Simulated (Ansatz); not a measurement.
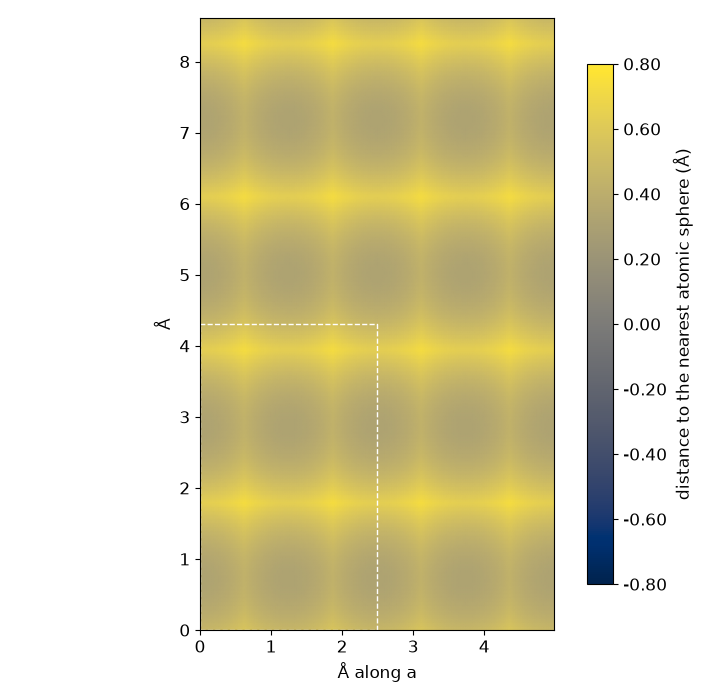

Map of the distance to the nearest atomic sphere in BN (Fmm2), computed on the section y = 0.250 (parallel to a and c; the dashed line is one cell). The black line marks the spheres' surfaces; positive values are empty space; unlabelled circles belong to atoms above or below the section.

The atoms' radii are Shannon crystal radii (six-coordinate where tabulated): B 0.41 Å, N 1.32 Å.

Source of the atomic positions: the geometry relaxed with DFT LDA, scalar-relativistic, plane waves, PAW in Ansatz.

```
B N
1.0
     2.49025    0.00000    0.00000
     0.00000    6.55629    0.00000
     0.00000    0.00000    4.30663
B N
4 4
Direct
  0.50000 0.00000 0.50013
  0.50000 0.50000 0.00013
  0.00000 0.00000 0.00013
  0.00000 0.50000 0.50013
  0.50000 0.00000 0.16657
  0.50000 0.50000 0.66657
  0.00000 0.00000 0.66657
  0.00000 0.50000 0.16657
```

Q: Where is the largest hole in this section, and how large is it?

A: At 0.250, 0.250, 0.917 (fractional), where the distance reaches 0.74 Å; it is enclosed by 4 N in a distorted tetrahedral arrangement. It is the largest hole of the crystal.

Q: How much of the crystal lies outside the spheres?

A: About 46 % of the cell's volume, and 100 % of this section's area.

Q: What can pass through?

A: The largest sphere that fits anywhere has a diameter of 1.47 Å; the largest that can travel through the crystal, about 1.3 Å.
